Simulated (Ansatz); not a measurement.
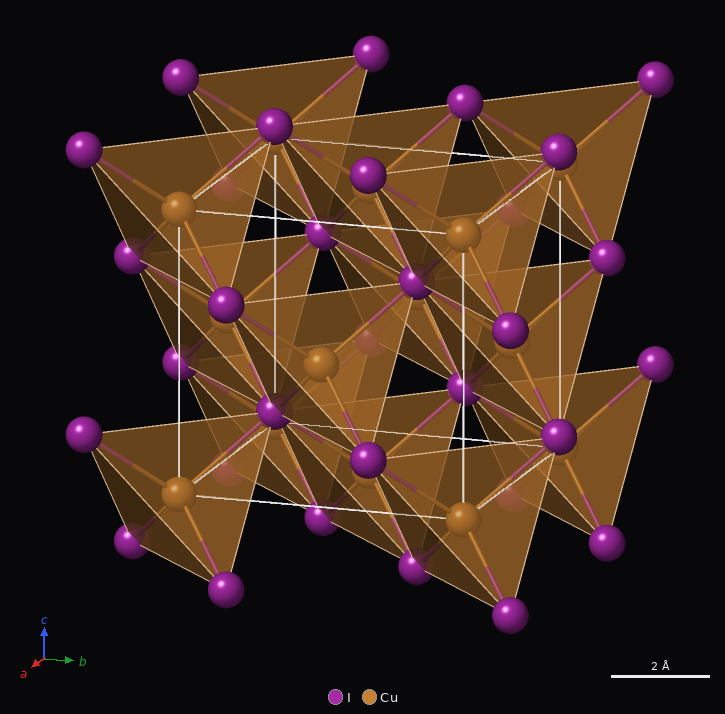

The crystal in a polyhedral representation, seen slightly off an axis. Atoms at the boundary of the drawn cell (a repeat of the simulation cell) (the box) are drawn once for each face, edge or corner they touch. Some atoms of the next cells are drawn as well.

CuI, a = 6.024 Å, b = 6.145 Å, c = 6.024 Å, α = 90.00°, β = 90.00°, γ = 90.00°. Strictly the space group is I-4m2 (No. 119, within 0.01 Å). It is a distorted form of a face-centred cubic structure, space group F-43m (No. 216) within 0.25 Å: zinc blende (sphalerite type). The structure comes from a structure type filled with these elements by a generator (whether the compound takes this form wasn't checked). The cell was then strained or its atoms displaced on purpose. It was run through Ansatz as a DFT input.

This one geometry was computed with Ansatz (DFT, plane waves, PAW) at three levels of theory: HSE06, r2SCAN and PBE. It was relaxed with r2SCAN and then strained.

How does the band gap change with the level of theory?

Answer. PBE: a gap of 1.11 eV, direct; r2SCAN: a gap of 1.60 eV, direct; HSE06: a gap of 2.62 eV, direct.

Collect the results in a table.

Answer.
| level | cutoff (eV) | k-mesh of the run's cell | gap (eV) | pressure (GPa) |
| --- | --- | --- | --- | --- |
| HSE06 | 420 | 6×6×6 | 2.62 | 0.6 |
| r2SCAN | 500 | 8×8×8 | 1.60 | -0.9 |
| PBE | 420 | 8×8×8 | 1.11 | 0.3 |

Gaps are taken on the k-mesh or band path of each run.
